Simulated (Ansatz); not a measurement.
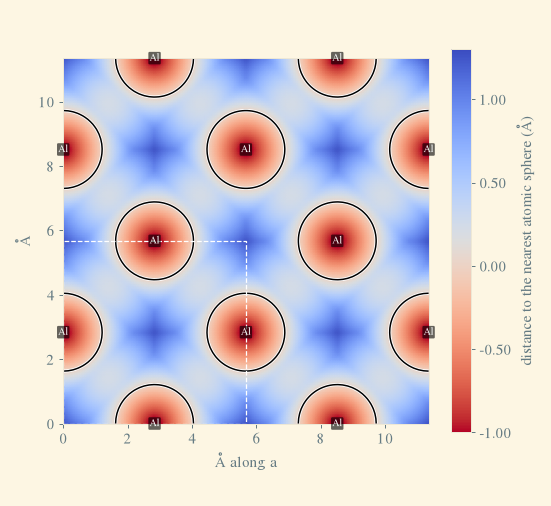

Map of the distance to the nearest atomic sphere in AlAs (F-43m, No. 216), computed on the section z = 0.500 (parallel to a and b; the dashed line is one cell). The black line marks the spheres' surfaces; positive values are empty space; unlabelled circles belong to atoms above or below the section.

Hard-sphere model; covalent radii (Cordero): Al 1.21 Å, As 1.19 Å.

Origin of the cell: the end point of a relaxation with DFT PBEsol, scalar-relativistic, plane waves, PAW in Ansatz.

```cif
data_structure
_symmetry_space_group_name_H-M 'P 1'
_symmetry_Int_Tables_number 1
_cell_length_a 5.6746
_cell_length_b 5.6746
_cell_length_c 5.6746
_cell_angle_alpha 90.000
_cell_angle_beta 90.000
_cell_angle_gamma 90.000
_cell_volume 182.73
loop_
_atom_site_label
_atom_site_type_symbol
_atom_site_fract_x
_atom_site_fract_y
_atom_site_fract_z
_atom_site_occupancy
Al1 Al 0.00000 0.00000 0.00000 1
As1 As 0.25000 0.25000 0.75000 1
Al2 Al 0.00000 0.50000 0.50000 1
As2 As 0.25000 0.75000 0.25000 1
Al3 Al 0.50000 0.00000 0.50000 1
As3 As 0.75000 0.25000 0.25000 1
Al4 Al 0.50000 0.50000 0.00000 1
As4 As 0.75000 0.75000 0.75000 1
```

Where is the largest hole in this section, and how large is it?

At 0.000, 0.000, 0.500 (fractional), where the distance reaches 1.27 Å; it is enclosed by 4 As (then 6 Al) in a tetrahedral arrangement. It is the largest hole of the crystal.

How much of the crystal lies outside the spheres?

About 68 % of the cell's volume, and 71 % of this section's area.

What can pass through?

The largest sphere that fits anywhere has a diameter of 2.53 Å; the largest that can travel through the crystal, about 2.2 Å.
